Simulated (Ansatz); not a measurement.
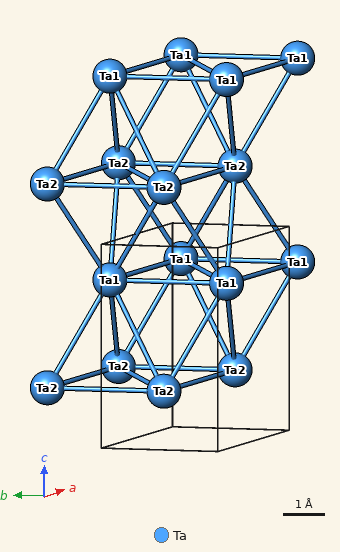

The starting point is a symmetric starting cell of Ta. Style: ball-and-stick. Shown: the cell of the calculation, repeated 2 × 2 × 2 with one cell outlined, from a free direction.

Method: DFT PBE, scalar-relativistic, plane waves, PAW in Ansatz. (plane-wave cutoff 420 eV; k-point mesh 15 × 15 × 8; occupations gaussian; smearing width 0.1 eV; no spin polarisation)

Now this is done to it. The cell is strained by +2.5 % along c and +5.5 % across it (volume +14.2 %), the atoms keeping their fractional coordinates. No relaxation follows. The starting cell wasn't computed here and needn't be at equilibrium, so pressure and forces aren't due to the change alone.

What is the effect?

The pressure is −20.2 GPa (not all of it need come from the change, since the unchanged cell can be under pressure at this level too). The principal stresses (compression positive) are −16.9 GPa along c and −21.8 GPa across it. All forces vanish by symmetry. Among the bonded contacts that change: Ta–Ta 2.900 → 3.061 Å, Ta–Ta 3.078 → 3.184 Å. The space group stays P6_3/mmc (No. 194).

Drawn alike, the variant:

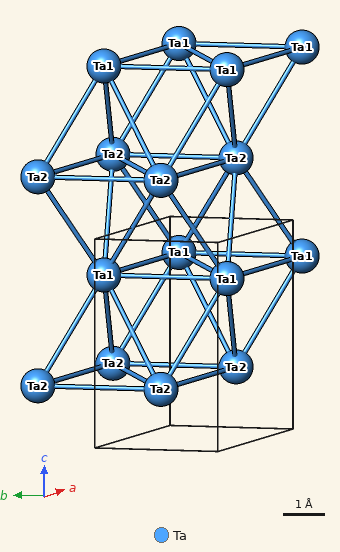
